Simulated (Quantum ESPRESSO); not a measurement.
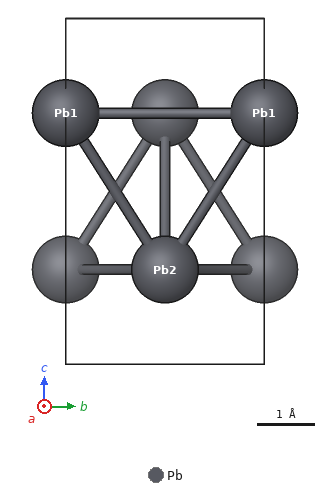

The structure (ball-and-stick view of the cell 2 times as large as that of the calculation, set on its symmetry axes, along the a axis; atoms are numbered from 1 in the order of the input). An atom can appear more than once, as a periodic image.

## Pb: band-structure run

System: Pb (C2/m, 2 atoms in the cell).
Method: Kohn-Sham DFT of a periodic cell, PBEsol, spin-orbit coupling, PseudoDojo 0.4 FR PBEsol standard, no spin polarisation (Quantum ESPRESSO 7.5).

The structure derives from a Materials Project entry.

### Output
```
This program is part of the open-source Quantum ESPRESSO suite
     for quantum simulation of materials; please cite
         "P. Giannozzi et al., J. Phys.:Condens. Matter 21 395502 (2009);
         "P. Giannozzi et al., J. Phys.:Condens. Matter 29 465901 (2017);
         "P. Giannozzi et al., J. Chem. Phys. 152 154105 (2020);
          URL
     in publications or presentations arising from this work. More details at

     Message from routine setup:
     using ibrav=0 with symmetry is DISCOURAGED, use correct ibrav instead

     K-points division:     npool     =       2
     Subspace diagonalization in iterative solution of the eigenvalue problem:
     a serial algorithm will be used

     G-vector sticks info
     --------------------
     sticks:   dense  smooth     PW     G-vecs:    dense   smooth      PW
     Sum         673     673    211                24757    24757    4325

     Using Slab Decomposition

     bravais-lattice index     =            0
     lattice parameter (alat)  =       8.0000  a.u.
     unit-cell volume          =     437.5304 (a.u.)^3
     number of atoms/cell      =            2
     number of atomic types    =            1
     number of electrons       =        28.00
     number of Kohn-Sham states=           42
     kinetic-energy cutoff     =      56.0000  Ry
     charge density cutoff     =     224.0000  Ry
     scf convergence threshold =      4.0E-10
     mixing beta               =       0.5000
     number of iterations used =            8  plain     mixing
     Exchange-correlation= PBESOL
                           (   1   4  10   8   0   0   0)
     Non magnetic calculation with spin-orbit

     celldm(1)=   8.000000  celldm(2)=   0.000000  celldm(3)=   0.000000
     celldm(4)=   0.000000  celldm(5)=   0.000000  celldm(6)=   0.000000

     crystal axes: (cart. coord. in units of alat)
               a(1) = (   0.717767  -0.413453   0.000000 )
               a(2) = (   0.717767   0.413453   0.000000 )
               a(3) = (  -0.499706   0.000000   1.439788 )

     reciprocal axes: (cart. coord. in units 2 pi/alat)
               b(1) = (  0.696605 -1.209327  0.241770 )
               b(2) = (  0.696605  1.209327  0.241770 )
               b(3) = ( -0.000000  0.000000  0.694547 )

     PseudoPot. # 1 for Pb read from file:
     Pb.upf
     Pseudo is Norm-conserving + core correction, Zval = 14.0
     Generated using ONCVPSP code by D. R. Hamann
     Using radial grid of 1760 points, 10 beta functions with:
                l(1) =   0
                l(2) =   0
                l(3) =   1
                l(4) =   1
                l(5) =   1
                l(6) =   1
                l(7) =   2
                l(8) =   2
                l(9) =   2
               l(10) =   2

     atomic species   valence    mass     pseudopotential
     Pb               14.00   207.20000     Pb( 1.00)

      4 Sym. Ops., with inversion, found

   Cartesian axes

     site n.     atom                  positions (alat units)
         1        Pb     tau(   1) = (   0.9412621   0.0000000   1.0457069  )
         2        Pb     tau(   2) = (  -0.0054341   0.0000000   0.3940813  )

     number of k points=   115  Fermi-Dirac smearing, width (Ry)=  0.0037

     Number of k-points >= 100: set verbosity='high' to print them.

     Dense  grid:    24757 G-vectors     FFT dimensions: (  32,  32,  60)

     Initial potential from superposition of free atoms

     starting charge      27.9954, renormalised to      28.0000
     Starting wfcs are   36 randomized atomic wfcs +    6 random wfcs

     Self-consistent Calculation

     iteration #  1     ecut=    56.00 Ry     beta= 0.50
     Davidson diagonalization with overlap
     ethr =  1.00E-02,  avg # of iterations =  5.3

     Threshold (ethr) on eigenvalues was too large:
     Diagonalizing with lowered threshold

     Davidson diagonalization with overlap
     ethr =  1.81E-05,  avg # of iterations =  8.1

     total energy              =    -280.49661304 Ry
     estimated scf accuracy    <       0.00533103 Ry

     iteration #  2     ecut=    56.00 Ry     beta= 0.50
     Davidson diagonalization with overlap
     ethr =  1.90E-05,  avg # of iterations =  2.0

     total energy              =    -280.49731134 Ry
     estimated scf accuracy    <       0.00110767 Ry

     iteration #  3     ecut=    56.00 Ry     beta= 0.50
     Davidson diagonalization with overlap
     ethr =  3.96E-06,  avg # of iterations =  2.0

     total energy              =    -280.49758345 Ry
     estimated scf accuracy    <       0.00029838 Ry

     iteration #  4     ecut=    56.00 Ry     beta= 0.50
     Davidson diagonalization with overlap
     ethr =  1.07E-06,  avg # of iterations =  1.9

     total energy              =    -280.49762619 Ry
     estimated scf accuracy    <       0.00001300 Ry

     iteration #  5     ecut=    56.00 Ry     beta= 0.50
     Davidson diagonalization with overlap
     ethr =  4.64E-08,  avg # of iterations =  2.0

     total energy              =    -280.49762700 Ry
     estimated scf accuracy    <       0.00000073 Ry

     iteration #  6     ecut=    56.00 Ry     beta= 0.50
     Davidson diagonalization with overlap
     ethr =  2.60E-09,  avg # of iterations =  2.0

     total energy              =    -280.49762716 Ry
     estimated scf accuracy    <       0.00000001 Ry

     iteration #  7     ecut=    56.00 Ry     beta= 0.50
     Davidson diagonalization with overlap
     ethr =  4.57E-11,  avg # of iterations =  3.4

     total energy              =    -280.49762717 Ry
     estimated scf accuracy    <          1.3E-09 Ry

     iteration #  8     ecut=    56.00 Ry     beta= 0.50
     Davidson diagonalization with overlap
     ethr =  4.78E-12,  avg # of iterations =  2.0

     End of self-consistent calculation

     Number of k-points >= 100: set verbosity='high' to print the bands.

     the Fermi energy is    10.0717 ev

!    total energy              =    -280.49762717 Ry
     estimated scf accuracy    <          1.1E-10 Ry
     smearing contrib. (-TS)   =      -0.00078316 Ry
     internal energy E=F+TS    =    -280.49684401 Ry

     The total energy is F=E-TS. E is the sum of the following terms:
     one-electron contribution =     -70.75847262 Ry
     hartree contribution      =      54.72331118 Ry
     xc contribution           =     -78.76784380 Ry
     ewald contribution        =    -185.69383877 Ry

     convergence has been achieved in   8 iterations

     Forces acting on atoms (cartesian axes, Ry/au):

     atom    1 type  1   force =     0.00067325   -0.00000000   -0.00335404
     atom    2 type  1   force =    -0.00067325    0.00000000    0.00335404

     Total force =     0.004838     Total SCF correction =     0.000076

     Computing stress (Cartesian axis) and pressure

          total   stress  (Ry/bohr**3)                   (kbar)     P=      -14.26
  -0.00010398   0.00000000  -0.00000100          -15.30        0.00       -0.15
  -0.00000000  -0.00007781  -0.00000000           -0.00      -11.45       -0.00
  -0.00000100   0.00000000  -0.00010905           -0.15        0.00      -16.04

=------------------------------------------------------------------------------=
   JOB DONE.
=------------------------------------------------------------------------------=
```

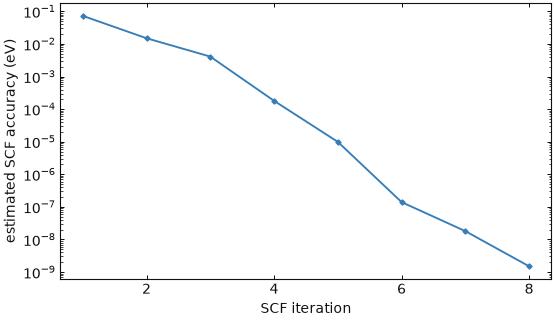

Convergence of the self-consistent field: estimated SCF accuracy against the iteration. The field takes 8 iterations in all.

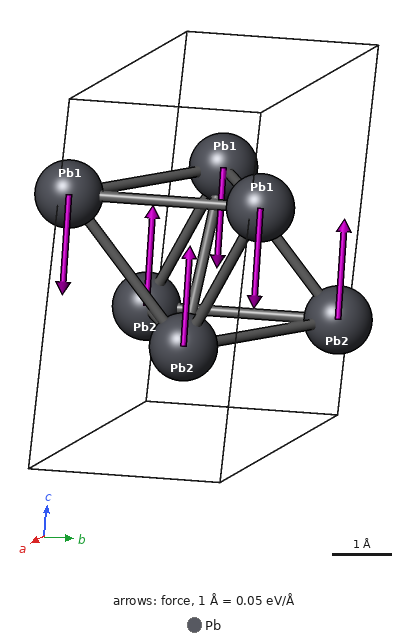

Forces on the atoms as pink arrows (ball-and-stick view of the cell 2 times as large as that of the calculation, set on its symmetry axes, seen slightly off an axis; atoms are numbered from 1 in the order of the input). The largest act on Pb1, Pb2 (0.09 eV/Å). The geometry is not a stationary point of this energy.

The run was set up as follows.

### Input file
```
&CONTROL
  calculation = 'scf'
  prefix = 'pwscf'
  outdir = './tmp'
  pseudo_dir = './pseudo'
  tprnfor = .true.
  tstress = .true.
  disk_io = 'low'
/
&SYSTEM
  ibrav = 0
  celldm(1) = 8
  nat = 2
  ntyp = 1
  ecutwfc = 56
  nbnd = 42
  occupations = 'smearing'
  smearing = 'fd'
  degauss = 0.00367493
  noncolin = .true.
  lspinorb = .true.
/
&ELECTRONS
  conv_thr = 4d-10
  electron_maxstep = 120
  mixing_beta = 0.5
/
ATOMIC_SPECIES
Pb   207.2000 Pb.upf
CELL_PARAMETERS alat
  0.7177668347421  -0.4134531693582   0.0000000000000
  0.7177668347421   0.4134531693582   0.0000000000000
 -0.4997056264692   0.0000000000000   1.4397882084243
ATOMIC_POSITIONS crystal
Pb     0.9085084100    0.9085084100    0.7262922000
Pb     0.0914915900    0.0914915900    0.2737078000
K_POINTS automatic
9 9 5 0 0 0
```

### File bands.in
```
&CONTROL
  calculation = 'bands'
  prefix = 'pwscf'
  outdir = './tmp'
  pseudo_dir = './pseudo'
  disk_io = 'low'
  verbosity = 'high'
/
&SYSTEM
  ibrav = 0
  celldm(1) = 8
  nat = 2
  ntyp = 1
  ecutwfc = 56
  nbnd = 42
  occupations = 'smearing'
  smearing = 'fd'
  degauss = 0.00367493
  noncolin = .true.
  lspinorb = .true.
/
&ELECTRONS
  conv_thr = 1d-08
  electron_maxstep = 120
  mixing_beta = 0.5
  diago_full_acc = .true.
  startingwfc = 'random'
/
ATOMIC_SPECIES
Pb   207.2000 Pb.upf
CELL_PARAMETERS alat
  0.7177668347421  -0.4134531693582   0.0000000000000
  0.7177668347421   0.4134531693582   0.0000000000000
 -0.4997056264692   0.0000000000000   1.4397882084243
ATOMIC_POSITIONS crystal
Pb     0.9085084100    0.9085084100    0.7262922000
Pb     0.0914915900    0.0914915900    0.2737078000
K_POINTS crystal
60
 0.0000000000  0.0000000000  0.0000000000 1
-0.0714285714 -0.0714285714  0.0000000000 1
-0.1428571429 -0.1428571429  0.0000000000 1
-0.2142857143 -0.2142857143  0.0000000000 1
-0.2857142857 -0.2857142857  0.0000000000 1
-0.3571428571 -0.3571428571  0.0000000000 1
-0.4285714286 -0.4285714286  0.0000000000 1
-0.5000000000 -0.5000000000  0.0000000000 1
-0.5262824250 -0.5262824250  0.1702002292 1
-0.5131412125 -0.5131412125  0.3351001146 1
-0.5000000000 -0.5000000000  0.5000000000 1
-0.5464402486 -0.4535597514  0.5000000000 1
-0.5928804971 -0.4071195029  0.5000000000 1
-0.6393207457 -0.3606792543  0.5000000000 1
-0.6857609943 -0.3142390057  0.5000000000 1
-0.3142390057  0.3142390057  0.5000000000 1
-0.2693477192  0.2693477192  0.5000000000 1
-0.2244564327  0.2244564327  0.5000000000 1
-0.1795651461  0.1795651461  0.5000000000 1
-0.1346738596  0.1346738596  0.5000000000 1
-0.0897825731  0.0897825731  0.5000000000 1
-0.0448912865  0.0448912865  0.5000000000 1
 0.0000000000  0.0000000000  0.5000000000 1
-0.0676739393 -0.0676739393  0.5471142530 1
-0.1353478786 -0.1353478786  0.5942285060 1
-0.2030218179 -0.2030218179  0.6413427589 1
-0.2706957572 -0.2706957572  0.6884570119 1
-0.3383696965 -0.3383696965  0.7355712649 1
-0.4060436358 -0.4060436358  0.7826855179 1
-0.4737175750 -0.4737175750  0.8297997708 1
-0.5000000000 -0.5000000000  0.0000000000 1
-0.5523520260 -0.4476479740  0.0000000000 1
-0.6047040521 -0.3952959479  0.0000000000 1
-0.6570560781 -0.3429439219  0.0000000000 1
-0.3429439219  0.3429439219  0.0000000000 1
-0.3000759316  0.3000759316  0.0000000000 1
-0.2572079414  0.2572079414  0.0000000000 1
-0.2143399512  0.2143399512  0.0000000000 1
-0.1714719609  0.1714719609  0.0000000000 1
-0.1286039707  0.1286039707  0.0000000000 1
-0.0857359805  0.0857359805  0.0000000000 1
-0.0428679902  0.0428679902  0.0000000000 1
 0.0000000000  0.0000000000  0.0000000000 1
-0.0625000000  0.0000000000  0.0000000000 1
-0.1250000000  0.0000000000  0.0000000000 1
-0.1875000000  0.0000000000  0.0000000000 1
-0.2500000000  0.0000000000  0.0000000000 1
-0.3125000000  0.0000000000  0.0000000000 1
-0.3750000000  0.0000000000  0.0000000000 1
-0.4375000000  0.0000000000  0.0000000000 1
-0.5000000000  0.0000000000  0.0000000000 1
-0.5000000000  0.0000000000  0.5000000000 1
-0.4375000000  0.0000000000  0.4375000000 1
-0.3750000000  0.0000000000  0.3750000000 1
-0.3125000000  0.0000000000  0.3125000000 1
-0.2500000000  0.0000000000  0.2500000000 1
-0.1875000000  0.0000000000  0.1875000000 1
-0.1250000000  0.0000000000  0.1250000000 1
-0.0625000000  0.0000000000  0.0625000000 1
 0.0000000000  0.0000000000  0.0000000000 1
```

Launched with:
```bash
OMP_NUM_THREADS=1 mpirun -n 2 pw.x -nk 2 -in pw.in > pw.out
OMP_NUM_THREADS=1 mpirun -n 2 pw.x -nk 2 -in bands.in > bands.out
```

### Summary

| quantity | value |
| --- | --- |
| outcome | converged |
| space group (tolerance 0.01 Å) | C2/m (12) |
| electrons treated | 28 |
| free energy | −3816.3646 eV |
| Fermi energy | 10.072 eV |
| gap on the k-point mesh | none (metallic) |
| pressure | −1.43 GPa |
| largest force (length of the vector) | 0.088 eV/Å |
| hardware | 2 threads of AMD EPYC (Zen 5), 64 GiB of memory available, shared host |
| wall time | 2.8 min (CPU time 5.5 min) |
| peak memory | 0.68 GiB |
